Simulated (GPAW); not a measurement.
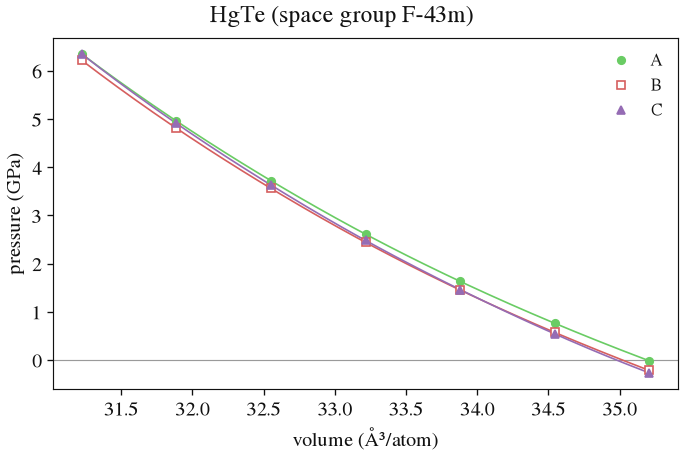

The figure shows the pressure against volume, with one curve for each functional, for HgTe (space group F-43m). The labels are replaced by letters. In alphabetical order the cases are: PBE + D4; PBEint; r2SCAN + D3(BJ).

Calculation (GPAW 26.7.0): PAW DFT in plane waves, on a grid or in atomic orbitals, no spin polarisation; energies at scaled volumes of the given cell, shape and fractions fixed, counted from the fit's minimum, third-order Birch-Murnaghan fit. All runs: no spin polarisation.

- k mesh: 6×6×6
- occupations: Fermi–Dirac
- smearing width: 0.05 eV
- wave cutoff: 600 eV

**Which letter stands for which functional?**

A: PBEint; B: PBE + D4; C: r2SCAN + D3(BJ).

Caveats: the fit and the printed pressures don't fully agree, or the minimum lies near the end of the range (PBEint, r2SCAN + D3(BJ)); spin-orbit coupling left out, heavy elements.
